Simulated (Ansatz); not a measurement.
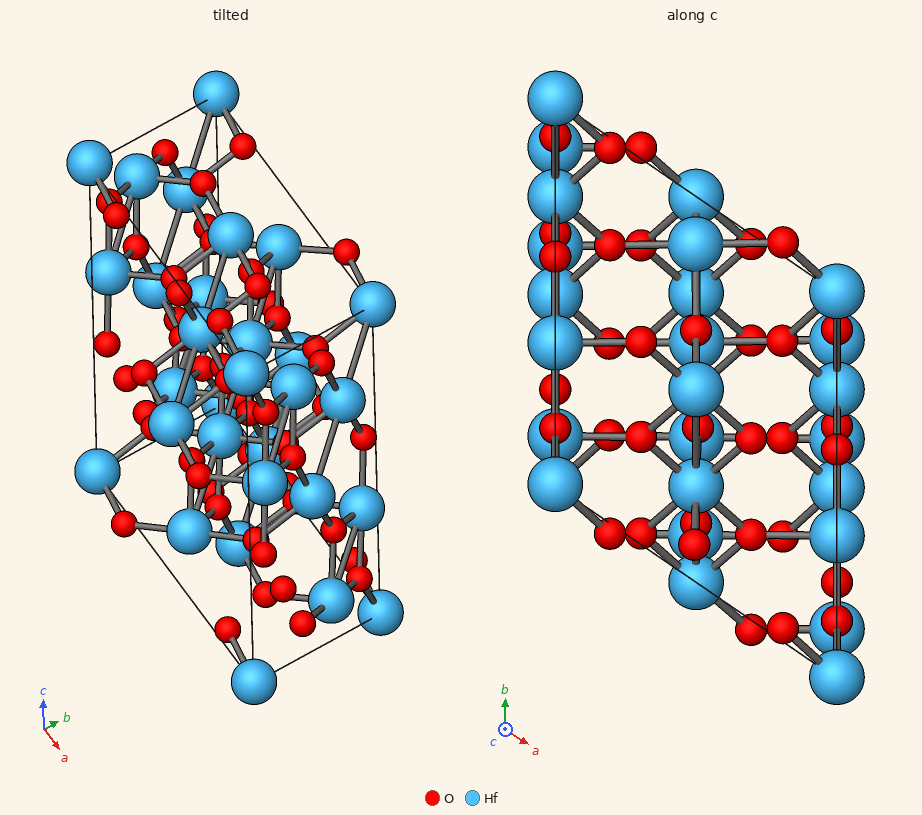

Ball-and-stick drawing of the structure, looking slightly off an axis and along the c axis. The frame is the simulation cell; atoms at its boundary are shown with their periodic copies.

- Formula: Hf5O11.
- The structure has Fmmm (No. 69) symmetry and a face-centred orthorhombic lattice.
- Cell content 15 Hf, 33 O; Z = 3.
- Counting contacts within bonding distance, the coordination numbers are Hf 7 to 8 (mean 7.9) and O 0 to 3 (mean 2.7). Not all metal-metal contacts are counted.

The structure was taken from a structure listed in the Materials Project, repeated into a supercell with a point defect put in. The atoms were relaxed in a fixed cell with DFT PBEsol, scalar-relativistic, plane waves, PAW in Ansatz 0.2.0.
